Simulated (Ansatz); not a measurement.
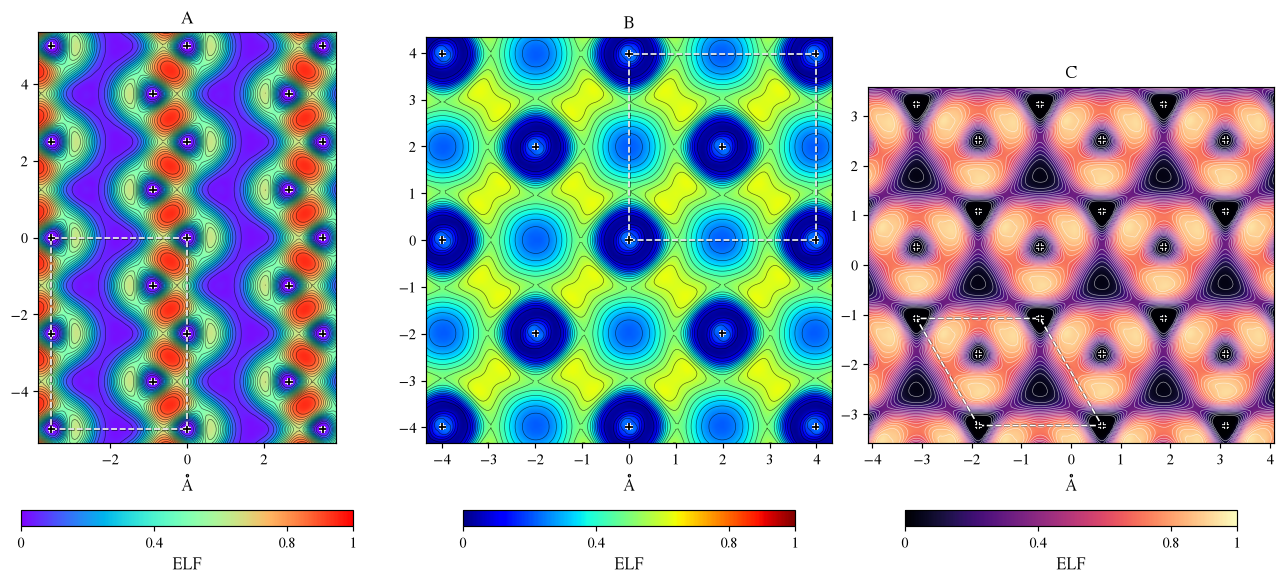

The ELF of 3 systems, each on a plane through atoms (crosses mark nuclei in the plane).

These are results of DFT LDA, scalar-relativistic, plane waves, PAW (Ansatz), not measurements.

System 1: Al, the (100) plane of the conventional cell. Space group Fm-3m; a generated structure, not necessarily the stable one; computed without spin polarisation.

```
Al
1.0
     3.98217    0.00000    0.00000
     0.00000    3.98217    0.00000
     0.00000    0.00000    3.98217
Al
4
Cartesian
  0.0000 0.0000 0.0000
  1.9911 1.9911 0.0000
  1.9911 0.0000 1.9911
  0.0000 1.9911 1.9911
```

System 2: C, the (110) plane of the conventional cell. Space group Fd-3m; a generated structure, not necessarily the stable one.

System 3: BN, the (001) plane of the conventional cell. Space group P6₃/mmc; a generated structure, not necessarily the stable one.

Question: Match each panel to its system.

Answer: Panel A is system 2, C: the plane holds C. C–C (1.53 Å): the ELF peaks at about 0.95 between the atoms (a shared electron pair). Panel B is system 1, Al: the plane holds Al. Al–Al (2.82 Å): the ELF peaks at about 0.65 between the atoms. Panel C is system 3, BN: the plane holds B and N. B–N (1.44 Å): the ELF peaks at about 0.95 between the atoms (a shared but strongly polarised pair).
